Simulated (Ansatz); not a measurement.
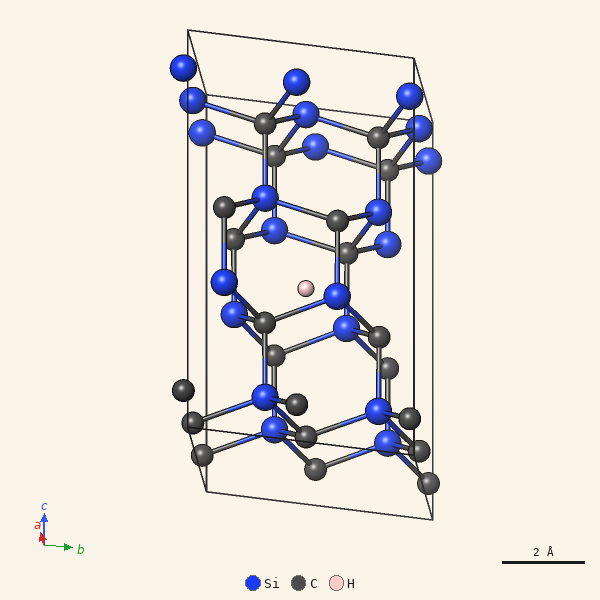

The crystal in a ball-and-stick representation, seen from a general direction. The supercell is drawn as a box. The host is SiC, in a cell of 32 sites, and the cell is neutral.

Spot the defect.

Answer. An interstitial hydrogen atom. It is bonded to no bonds drawn.

Results below were computed with DFT PBE, scalar-relativistic, plane waves, PAW (Ansatz); the settings were a kinetic-energy cutoff of 420 eV, a 2×2×2 grid in reciprocal space, Gaussian smearing of 0.01 eV, collinear spins.

Is a magnetic moment found?

Answer. Yes, 0.5 μB in the cell.

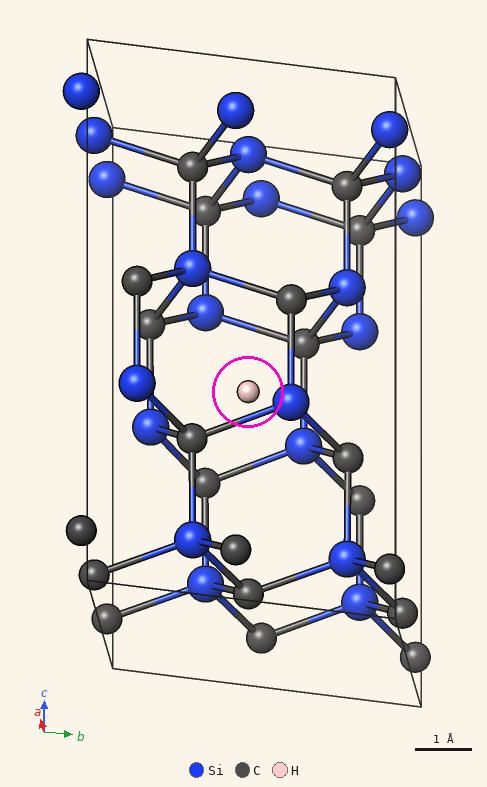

The same cell with a ring at the defect's site.

The atoms were relaxed in the host's cell with DFT PBE, scalar-relativistic, plane waves, PAW in Ansatz.
